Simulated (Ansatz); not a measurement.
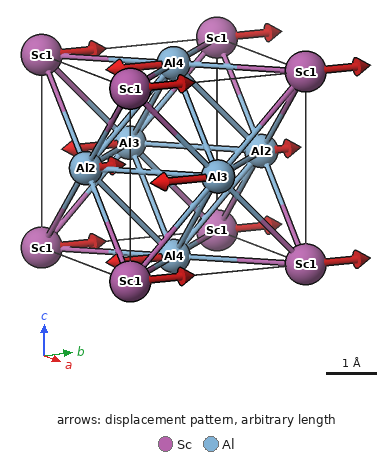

Phonons of solid ScAl3 relaxed at 5 GPa, at the zone centre. The optical levels lie at 262 (×3), 279 (×3), 364 (×3) cm⁻¹. One mode is drawn. The red arrows are the displacements of the atoms (eigenvector over the root of the mass), of arbitrary overall length and sign. The picture is a ball-and-stick view of the cell of the calculation, seen from a free direction.

Method: DFT PBEsol, scalar-relativistic, plane waves, PAW in Ansatz 0.2.0. Set-up: plane-wave cutoff 420 eV; k-point mesh 10 × 10 × 10; occupations fermi dirac; smearing width 0.15 eV; target pressure 5 GPa; no spin polarisation.

The frequencies depend somewhat on the k-mesh and the smearing.

Q: To which level does it belong?

A: The level at 364 cm⁻¹. This is the T₁u mode (triply degenerate; one member of the set is drawn), the highest optical level, infrared-active by symmetry. All motion is along b; the kinetic energy is shared as Al 63 %, Sc 37 %. The crystal is a metal, so free carriers screen the infrared response.
